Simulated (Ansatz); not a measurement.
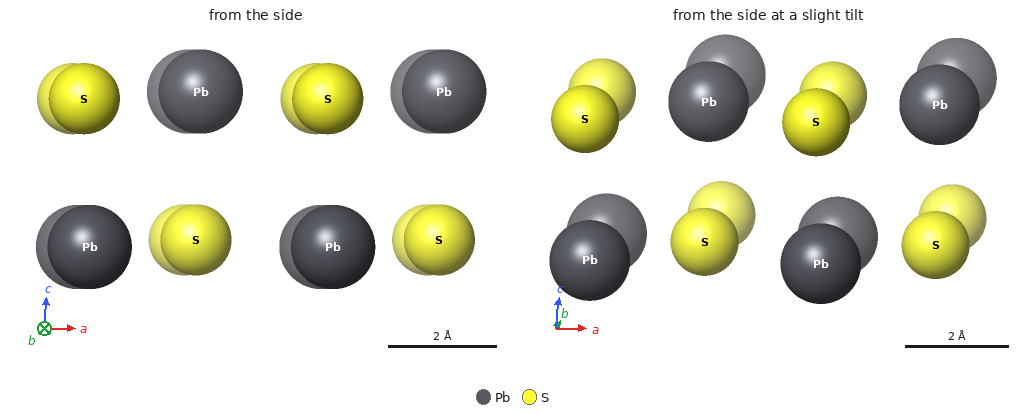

A spheres-only picture of a periodic sheet, seen from the side and from the side at a slight tilt. The surface normal points up in side views; the vacuum is left out. 2×2 cells are drawn in the plane, with atoms at the edges repeated.

The cell holds 2 Pb, 2 S.

Give the termination of both faces.

Answer. The top face ends in Pb and S, the bottom face in Pb and S. The two faces are alike.

How thick is it?

Answer. About 2.9 Å from the lowest to the highest atom.

Go down through the slab and list the planes.

Answer. Two planes: PbS / PbS.

Its origin is a structure listed in the Materials Project. The cell was then strained or its atoms displaced on purpose. An electronic-structure calculation with Ansatz was run on it.

At this level of theory the run's own cell isn't at rest (forces up to 1.0 eV/Å), so its distances can differ from those at equilibrium, the more so the softer the solid.
